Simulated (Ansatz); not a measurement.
```yaml
crystal:
  lattice:
    - [7.51468, 0.00000, 0.00000]
    - [-3.75734, 6.50791, 0.00000]
    - [0.00000, 0.00000, 19.79993]
  atoms:
    - { symbol: Bi, position: [0.33333, 0.66667, 0.01438] }
    - { symbol: Bi, position: [0.00000, 0.00000, 0.34772] }
    - { symbol: Bi, position: [0.66667, 0.33333, 0.68105] }
    - { symbol: Bi, position: [0.00000, 0.00000, 0.15228] }
    - { symbol: Bi, position: [0.66667, 0.33333, 0.48562] }
    - { symbol: Bi, position: [0.33333, 0.66667, 0.81895] }
    - { symbol: Bi, position: [0.33333, 0.66667, 0.31895] }
    - { symbol: Bi, position: [0.00000, 0.00000, 0.65228] }
    - { symbol: Bi, position: [0.66667, 0.33333, 0.98562] }
    - { symbol: Bi, position: [0.66667, 0.33333, 0.18105] }
    - { symbol: Bi, position: [0.33333, 0.66667, 0.51438] }
    - { symbol: Bi, position: [0.00000, 0.00000, 0.84772] }
    - { symbol: Se, position: [0.70581, 0.70581, 0.25000] }
    - { symbol: Se, position: [0.37248, 0.03914, 0.58333] }
    - { symbol: Se, position: [0.03914, 0.37248, 0.91667] }
    - { symbol: Se, position: [0.29419, 0.00000, 0.25000] }
    - { symbol: Se, position: [0.96086, 0.33333, 0.58333] }
    - { symbol: Se, position: [0.62752, 0.66667, 0.91667] }
    - { symbol: Se, position: [0.66667, 0.03914, 0.08333] }
    - { symbol: Se, position: [0.33333, 0.37248, 0.41667] }
    - { symbol: Se, position: [0.00000, 0.70581, 0.75000] }
    - { symbol: Se, position: [0.37248, 0.33333, 0.08333] }
    - { symbol: Se, position: [0.03914, 0.66667, 0.41667] }
    - { symbol: Se, position: [0.70581, 0.00000, 0.75000] }
    - { symbol: Se, position: [0.96086, 0.62752, 0.08333] }
    - { symbol: Se, position: [0.62752, 0.96086, 0.41667] }
    - { symbol: Se, position: [0.29419, 0.29419, 0.75000] }
    - { symbol: Se, position: [0.00000, 0.29419, 0.25000] }
    - { symbol: Se, position: [0.66667, 0.62752, 0.58333] }
    - { symbol: Se, position: [0.33333, 0.96086, 0.91667] }
```

Space group R-3c; a structure from a database of computed crystals, not necessarily the ambient phase; a generated structure, not necessarily the stable one.

The calculation used DFT PBE, scalar-relativistic, plane waves, PAW in Ansatz 0.2.0.

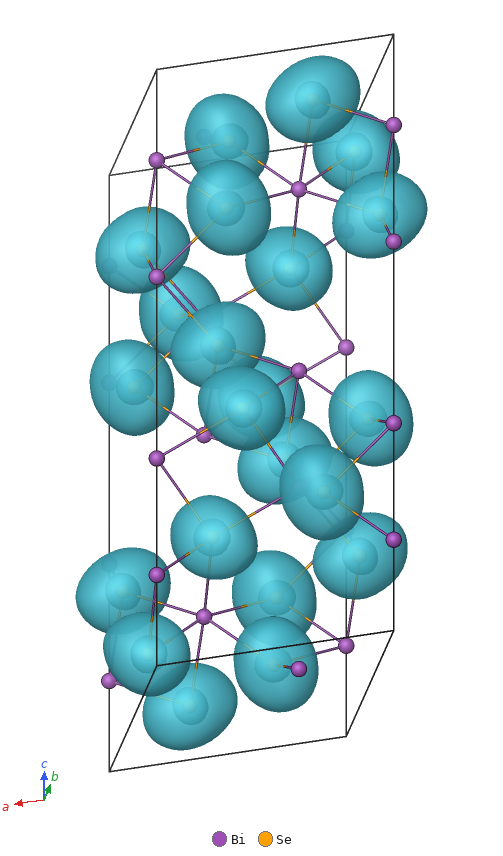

Bi2Se3. Isosurface of the electron localisation function at 0.65 (cyan), seen at an oblique angle. Core shells and regions of very low density are left out. Sticks mark near contacts.

Core electrons are frozen (PAW), and the valence fields are smoothed inside the atomic spheres.

**Where are the electrons localised?**

At this value the surface marks out 18 regions wrapped around Se (the valence shell of each), counted in one cell of 30 atoms. Regions shared between cells count once. Along the contacts the grid gives the following. Bi–Se (2.94 Å): the ELF is about 0.40 at the midpoint and 0.30 at its lowest between the atoms. Bi–Se (2.99 Å): the ELF is about 0.35 at the midpoint.

**Does the calculation give a band gap?**

It is gapped, with a Kohn–Sham gap of 0.84 eV on the k-point mesh, an upper bound to the gap of this method.
